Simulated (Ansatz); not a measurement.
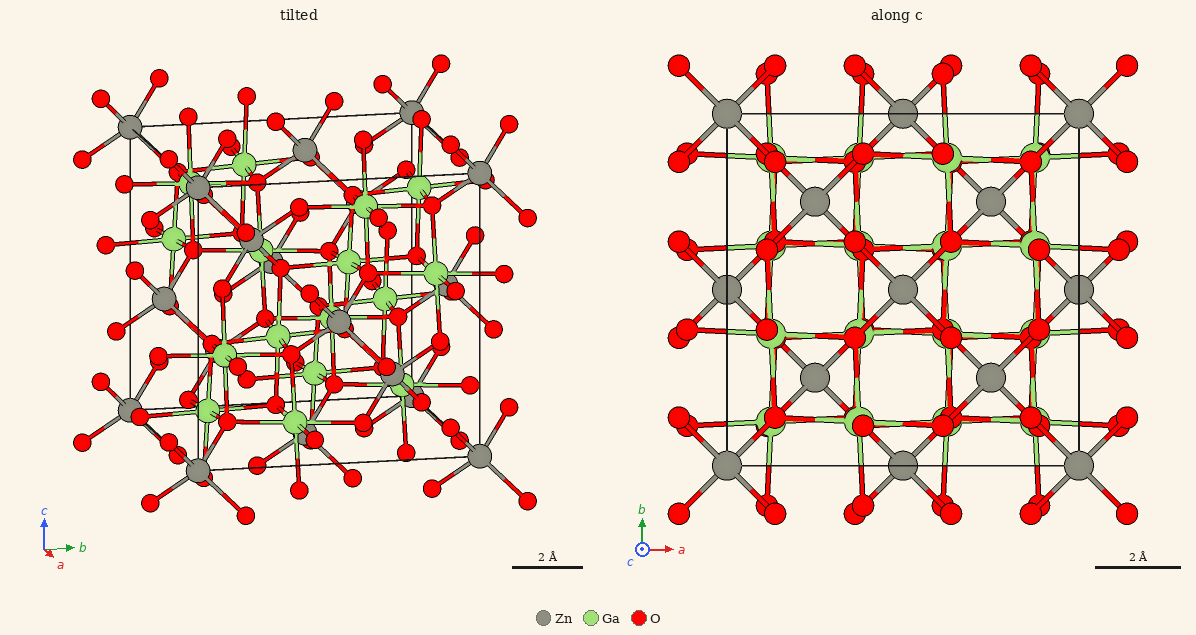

Ball-and-stick drawing of the structure, looking slightly off an axis and along the c axis. Atoms at the boundary of the conventional unit cell (the box) are drawn once for each face, edge or corner they touch. Some neighbours outside the box are added.

The structure is one of ZnGa₂O₄. Space group: Fd-3m (No. 227). Lattice: face-centred cubic. Its structure type: spinel. In the cell are 8 Zn, 16 Ga, 32 O, which makes 8 formula units. Zn sits among four O in a tetrahedral arrangement at about 2.0 Å. The coordination shell of Ga holds six O in a distorted octahedral arrangement at about 2.0 Å. O bonds to three Ga and one Zn (about 2.0 Å to Ga, 2.0 Å to Zn). The bonds build a three-dimensional framework.

The initial geometry was a structure listed in the Materials Project. Atoms and cell were optimised with DFT, r2SCAN, plane waves, PAW (Ansatz 0.2.0).
